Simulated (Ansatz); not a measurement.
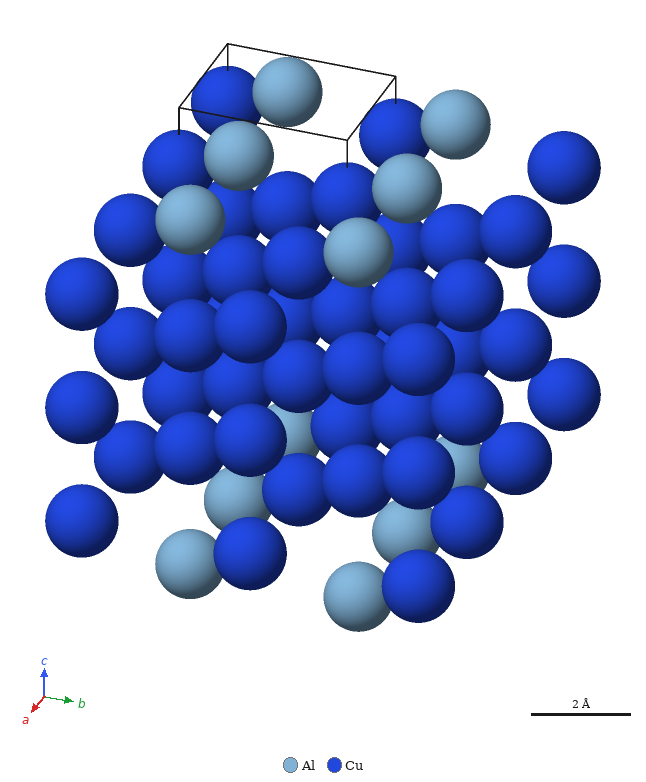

**Figure 1.** The starting structure (spheres-only view of the cell of the calculation, repeated 3 × 2 × 1, seen at an oblique angle). An atom can appear more than once, as a periodic image.

# AlCu$_{5}$: geometry relaxation (part 1 of 2)

The run: geometry relaxation of AlCu$_{5}$ (Pmmm, 6 atoms in the cell). Method and program: DFT PBE, scalar-relativistic, plane waves, PAW, no spin polarisation (Ansatz 0.2.0).

The structure was made by a generator, so it may or may not be a known phase.

Input file
```yaml
crystal:
  lattice:
    - [2.7536445626, 0.0, 0.0]
    - [0.0, 3.6641788542, 0.0]
    - [0.0, 0.0, 8.1105239897]
  atoms:
    - { symbol: Al, position: [0.5, 0.5, 0.0] }
    - { symbol: Cu, position: [0.0, 0.0, 0.8293761776] }
    - { symbol: Cu, position: [0.0, 0.0, 0.1706238224] }
    - { symbol: Cu, position: [0.5, 0.5, 0.3363803765] }
    - { symbol: Cu, position: [0.0, 0.0, 0.5] }
    - { symbol: Cu, position: [0.5, 0.5, 0.6636196235] }
basis:
  ecutwfc: 420
kpoints:
  mp_grid: { grid: [14, 10, 6] }
hamiltonian:
  xc: pbe
scf:
  occupations: { method: gaussian, width: 0.1 }
output:
  forces: true
  stress: true
  eigenvalues: true
  write_density: true
  write_potential: true
  elf: true
  volumetric_format: npy
relax:
  adjacent_minimum: "off"
  f_tol: 0.01
  max_steps: 30
  cell: { stress_tol: 0.1, fix: [volume] }
```

Machine: 4 threads of Intel Xeon (Granite Rapids), 64 GiB of memory available, shared host.

Launched with:
```bash
ansatz run input.yaml --threads 4 --pin off --max-ram 8192MiB --backend cpu --events-out ev --progress --plain --runs-dir out
```

What the program printed
```
Engine: ansatz 0.2.0, x86_64-unknown-linux-gnu
Pseudopotentials: kind: paw
Pseudopotential: Al, paw, valence charge 3, recommended cutoff 420 eV (normal), Al.paw.azcp
Pseudopotential: Cu, paw, valence charge 19, recommended cutoff 420 eV (normal), Cu.paw.azcp
Functional definition: PBE
  parameter kappa = 0.804
  parameter beta = 0.06672455060314922
  exchange = pbe_x(kappa = kappa, mu = beta*pi^2/3)
  correlation = pbe_c(beta = beta)
Crystal: 6 atoms, lattice volume = 81.834 Å³
Basis set: ecut = 420 eV, 1619 PW (Γ), exchange–correlation on 40×50×120 points (8 copies of the dense FFT grid, shifted against one another)
Bands: 59, of which v1, the nominal top of the filled ones, is band 49 counted from 1 (48 counted from 0)
Symmetry: 8 space group operations
Space group: Pmmm (ITA 47), of the structure as read, at distance tolerance 4.3e-5 Å
k-points: 192 of 840
Non-local potential: Al, projectors of the file, l = 0: 2, l = 1: 2, l = 2: 1
Non-local potential: Cu, projectors of the file, l = 0: 3, l = 1: 2, l = 2: 3, l = 3: 1
PAW form: soft (Blöchl's): semilocal exchange-correlation on the pseudo side does not see the compensation charge
PAW one-centre angular grid: Al, 110 points (default); XC on 64 Gauss nodes
PAW one-centre angular grid: Cu, 590 points (default); XC on 64 Gauss nodes
Initial density: superposition of atomic densities (neutral atoms: chi_scale 0, normalization atom), corrected by the library's trained network
Initial wavefunctions: pseudopotential atomic-orbital guess
Functional: x = pbe(κ = 0.804, μ = 0.2195149727645171), c = pbe(β = 0.06672455060314922)
SCF iter   1: F=—  HF=-33663.660398 eV  |F-HF|=—  |Δ(HF+E_count)|=         —  Δρ=2.58e-3  dr2=8.65e-3  ethr=1.77e-3  ⟨swp⟩=5.2  Hψ=39302  notcnv=0  defer=187
preconditioner: auto → Kerker (q_TF=auto, 2.812 Å⁻¹)  [metal: Δε(μ)=0.007 eV  Ē_g=8.430 eV  σ=0.100 eV  W_gap=0.04  n_scr=26 (ndim 8)  ℏωp=31.3 eV  f_vac=0.000  D(μ)=1.76/eV (n_scr^D=10)]
SCF iter   2: F=—  HF=-33663.659893 eV  |F-HF|=—  |Δ(HF+E_count)|=   5.05e-4  Δρ=9.88e-4  dr2=2.69e-3  ethr=8.83e-6  ⟨swp⟩=1.8  Hψ=14758  notcnv=0  defer=225
SCF iter   3: F=—  HF=-33663.659630 eV  |F-HF|=—  |Δ(HF+E_count)|=   2.62e-4  Δρ=7.63e-4  dr2=1.22e-3  ethr=2.75e-6  ⟨swp⟩=1.1  Hψ=10657  notcnv=0  defer=225
SCF iter   4: F=—  HF=-33663.659492 eV  |F-HF|=—  |Δ(HF+E_count)|=   1.38e-4  Δρ=1.82e-4  dr2=1.48e-4  ethr=1.25e-6  ⟨swp⟩=1.3  Hψ=10929  notcnv=0  defer=225
SCF iter   5: F=—  HF=-33663.659482 eV  |F-HF|=—  |Δ(HF+E_count)|=   1.05e-5  Δρ=1.18e-4  dr2=1.03e-5  ethr=1.51e-7  ⟨swp⟩=1.7  Hψ=11959  notcnv=0  defer=225
SCF iter   6: F=—  HF=-33663.659491 eV  |F-HF|=—  |Δ(HF+E_count)|=   9.66e-6  Δρ=9.16e-5  dr2=4.81e-6  ethr=1.05e-8  ⟨swp⟩=2.0  Hψ=18519  notcnv=0  defer=225
SCF iter   7: F=—  HF=-33663.659491 eV  |F-HF|=—  |Δ(HF+E_count)|=   7.32e-7  Δρ=1.36e-5  dr2=3.51e-7  ethr=4.91e-9  ⟨swp⟩=2.0  Hψ=15403  notcnv=0  defer=225
SCF iter   8: F=-33663.659490 eV  HF=-33663.659491 eV  |F-HF|=4.44e-8  |Δ(HF+E_count)|=   8.69e-9  Δρ=7.31e-6  dr2=3.92e-8  ethr=1.02e-10  ⟨swp⟩=11.3  Hψ=77581  notcnv=0
SCF 1 converged in 8 iterations: F = -33663.659490 eV  dr2 = 3.92e-8
  greatest PAW one-centre occupation: 1.000 electrons in one spin orbital (limit 2), on the Cu atom at site 4 (counted from 0), in its partial waves of l = 0
relax step   1: F+E_penalty+E_count = -33663.65949049 eV  Δ(F+E_penalty+E_count) = +0.000e0 eV  max|allowed force component| = 1.267e-2 eV/Å  Δτ_max = 0.0000 Å  P = -10.076 GPa  Ω = 81.834 Å³  fix = [volume]  reactions: volume -10.076 GPa  (8 SCF iters, dr2 threshold 1.00e-7 eV, accepted)
Basis set: ecut = 420 eV, 1611 PW (Γ), exchange–correlation on 40×50×120 points (8 copies of the dense FFT grid, shifted against one another)
Initial density: handed on by an earlier stage of this run
Initial wavefunctions: those handed on with the density
iter 1 solved again at ethr=1.36e-8 eV; its pass at ethr=3.10e-3 eV (dr2=1.33e-5 eV) is discarded
SCF iter   1: F=—  HF=-33663.659545 eV  |F-HF|=—  |Δ(HF+E_count)|=         —  Δρ=1.73e-4  dr2=1.29e-5  ethr=1.36e-8  ⟨swp⟩=2.1  Hψ=42953  notcnv=0
preconditioner: auto → Kerker (q_TF=auto, 2.812 Å⁻¹)  [metal: Δε(μ)=0.011 eV  Ē_g=8.416 eV  σ=0.100 eV  W_gap=0.06  n_scr=26 (ndim 8)  ℏωp=31.3 eV  f_vac=0.000  D(μ)=1.76/eV (n_scr^D=10)]
SCF iter   2: F=—  HF=-33663.659552 eV  |F-HF|=—  |Δ(HF+E_count)|=   6.71e-6  Δρ=9.36e-5  dr2=4.86e-6  ethr=1.31e-8  ⟨swp⟩=1.0  Hψ=11331  notcnv=0
SCF iter   3: F=—  HF=-33663.659549 eV  |F-HF|=—  |Δ(HF+E_count)|=   2.78e-6  Δρ=3.57e-5  dr2=1.05e-6  ethr=4.96e-9  ⟨swp⟩=2.0  Hψ=18432  notcnv=0
SCF iter   4: F=—  HF=-33663.659549 eV  |F-HF|=—  |Δ(HF+E_count)|=   2.00e-7  Δρ=1.08e-5  dr2=4.88e-7  ethr=1.07e-9  ⟨swp⟩=2.0  Hψ=15940  notcnv=0
SCF iter   5: F=—  HF=-33663.659549 eV  |F-HF|=—  |Δ(HF+E_count)|=   4.83e-8  Δρ=7.42e-6  dr2=7.82e-8  ethr=4.98e-10  ⟨swp⟩=1.0  Hψ=11338  notcnv=0
SCF iter   6: F=-33663.659549 eV  HF=-33663.659549 eV  |F-HF|=3.26e-9  |Δ(HF+E_count)|=   8.80e-9  Δρ=1.59e-6  dr2=2.32e-9  ethr=1.02e-11  ⟨swp⟩=5.3  Hψ=61566  notcnv=0
the search or the solves at the SCF's close seem to have found levels that the self-consistency loop had missed (the run counts 1). By its estimate they hold under 1e-12 electrons; where the run keeps them, the occupations were computed again with them
SCF 2 converged in 6 iterations: F = -33663.659549 eV  dr2 = 2.32e-9
relax step   2: F+E_penalty+E_count = -33663.65954861 eV  Δ(F+E_penalty+E_count) = -5.812e-5 eV  max|allowed force component| = 7.525e-3 eV/Å  Δτ_max = 0.0012 Å  P = -10.075 GPa  Ω = 81.834 Å³  energy of the carried Pulay correction = +5.689e-17 eV  fix = [volume]  reactions: volume -10.075 GPa  (6 SCF iters, dr2 threshold 1.00e-8 eV, accepted)
Initial wavefunctions: pseudopotential atomic-orbital guess (no wavefunctions were taken with the density)
iter 1 solved again at ethr=3.86e-8 eV; its pass at ethr=3.10e-3 eV (dr2=3.78e-5 eV) is discarded
SCF iter   1: F=—  HF=-33663.659534 eV  |F-HF|=—  |Δ(HF+E_count)|=         —  Δρ=4.02e-5  dr2=3.69e-8  ethr=3.86e-8  ⟨swp⟩=3.0  Hψ=68100  notcnv=0
SCF iter   2: F=—  HF=-33663.659546 eV  |F-HF|=—  |Δ(HF+E_count)|=   1.24e-5  Δρ=2.05e-5  dr2=7.85e-9  ethr=3.76e-11  ⟨swp⟩=2.3  Hψ=20795  notcnv=0
SCF iter   3: F=—  HF=-33663.659548 eV  |F-HF|=—  |Δ(HF+E_count)|=   1.04e-6  Δρ=2.01e-6  dr2=3.06e-10  ethr=8.01e-12  ⟨swp⟩=1.0  Hψ=11328  notcnv=0
iter 4 did not close the SCF: its close was put off for the readings that it lacked (scf_convergence_deferred on its scf_iter line)
SCF iter   4: F=-33663.659548 eV  HF=-33663.659548 eV  |F-HF|=7.28e-11  |Δ(HF+E_count)|=   9.57e-9  Δρ=3.26e-7  dr2=6.92e-11  ethr=1.00e-12  ⟨swp⟩=2.0  Hψ=14535  notcnv=0
iter 5 did not close the SCF: its close was put off for the readings that it lacked (scf_convergence_deferred on its scf_iter line)
SCF iter   5: F=-33663.659548 eV  HF=-33663.659548 eV  |F-HF|=1.46e-11  |Δ(HF+E_count)|=  1.46e-11  Δρ=1.36e-7  dr2=3.77e-11  ethr=1.00e-12  ⟨swp⟩=1.0  Hψ=11328  notcnv=0
iter 6 did not close the SCF: its close was put off for the readings that it lacked (scf_convergence_deferred on its scf_iter line)
SCF iter   6: F=-33663.659548 eV  HF=-33663.659548 eV  |F-HF|=7.28e-12  |Δ(HF+E_count)|=  7.28e-12  Δρ=5.45e-8  dr2=8.85e-12  ethr=1.00e-12  ⟨swp⟩=1.0  Hψ=11328  notcnv=0
iter 7 did not close the SCF: its close was put off for the readings that it lacked (scf_convergence_deferred on its scf_iter line)
SCF iter   7: F=-33663.659548 eV  HF=-33663.659548 eV  |F-HF|=2.18e-11  |Δ(HF+E_count)|=  1.46e-11  Δρ=4.77e-8  dr2=1.85e-12  ethr=1.00e-12  ⟨swp⟩=1.0  Hψ=11328  notcnv=0
SCF iter   8: F=-33663.659548 eV  HF=-33663.659548 eV  |F-HF|=2.18e-11  |Δ(HF+E_count)|=  2.18e-11  Δρ=1.35e-8  dr2=4.93e-13  ethr=1.00e-12  ⟨swp⟩=3.2  Hψ=42785  notcnv=0
SCF 3 converged in 8 iterations: F = -33663.659548 eV  dr2 = 4.93e-13
relax step   3: F+E_penalty+E_count = -33663.65954751 eV  Δ(F+E_penalty+E_count) = +1.100e-6 eV  max|allowed force component| = 7.536e-3 eV/Å  Δτ_max = 0.0000 Å  P = -10.074 GPa  Ω = 81.834 Å³  fix = [volume]  reactions: volume -10.074 GPa  stress off target by 5.33e-2 GPa on what of the cell is left free  SCF on the basis re-selected at this cell (its energy is not comparable with the rows above)  (8 SCF iters)
```

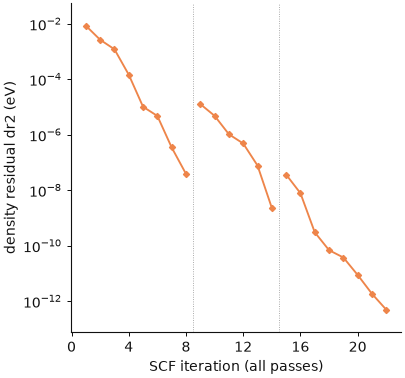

**Figure 2.** Convergence of the self-consistent field: density residual dr2 against the SCF iteration. The dotted lines part the SCF passes of the relaxation: geometry steps, rejected trials and re-solves on a re-selected basis. The passes take 8, 6 and 8 iterations.

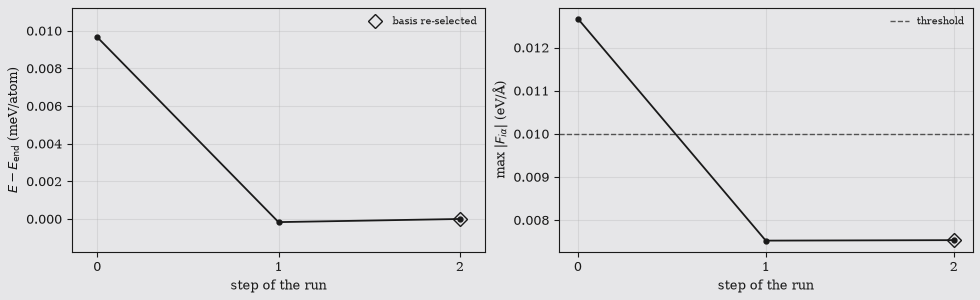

**Figure 3.** Progress of the relaxation, step by step (the first geometry is step 0 here and step 1 in the log). No atom moves by more than 0.005 Å relative to the cell. The space group stays Pmmm (No. 47). The energy falls by next to nothing (0.0 meV per atom) in 1 geometry step. Largest force component: 0.013 eV/Å at the start, 0.0075 eV/Å at the end. Pressure: −10.08 GPa at the start and −10.07 GPa at the end. A last SCF at the same geometry on a re-selected plane-wave basis shifts the energy by +0.0 meV per atom.

```
basis re-selected at this cell: Δ(F+E_penalty+E_count) = +1.100e-6 eV, ΔP = +0.000 GPa vs the last step (what re-selecting the basis moved, of the pressure what is left beyond the Pulay correction that the steps carried, after the strain that the cell walked since its last selection, with what the two solves' SCF thresholds leave and, on support functions, any second-order correction that the steps lacked; it is no measure of the basis error at this ecutwfc). This SCF's stress stands 5.33e-2 GPa from its target on what of the cell is left free (relax.cell.stress_tol is 1.00e-1 GPa) and its largest allowed force component is 7.54e-3 eV/Å (relax.f_tol is 1.00e-2 eV/Å): within both
SCF converged after 8 iterations
Free energy (F): -33663.659548 eV
Harris-Foulkes:  -33663.659548 eV  (|F-HF|=2.18e-11)
Internal energy: -33663.650772 eV  (E = F + TS)
E sigma→0 (E₀):  -33663.655160 eV
Entropy (-TS):   -0.008776 eV (-1.463 meV/atom)
Fermi energy:    13.450715 eV
--- Per-component energies (eV) ---
  E_band       = -2082.362100
  E_kinetic    = 1516.136081
  E_local      = -24859.347757  (includes V_loc(G=0)·N_el)
  E_nonlocal   = 1963.761466
  E_hartree    = 11085.929853
  E_xc         = -483.421908
  E_vxc        = -601.243388  (∫ρ·V_xc dr)
  E_paw        = -8787.262952  (= ΣΔE_a)
  E_vpaw       = -2273.529563  (= ΣTr[D̂ρ^β])
  E_aug_tail   = 0.001402  (compensation charges beyond the density's cutoff)
  E_ewald      = -14099.446957
  E_smearing   = -0.008776  (= −TS)
  E_closure    = -0.000000  (closes the sum)
  Σ components = -33663.659548   (vs F -33663.659548, Δ=0.00e0)
--- Forces (eV/Å), atoms counted from 1 ---
  atom   1  Al     0.00000000     0.00000000     0.00000000
  atom   2  Cu    -0.00000000    -0.00000000    -0.00753607
  atom   3  Cu     0.00000000     0.00000000     0.00753607
  atom   4  Cu     0.00000000     0.00000000     0.00581276
  atom   5  Cu    -0.00000000    -0.00000000     0.00000000
  atom   6  Cu    -0.00000000    -0.00000000    -0.00581276
  max |Σ_I F_I| component: 3.45e-31 eV/Å
```
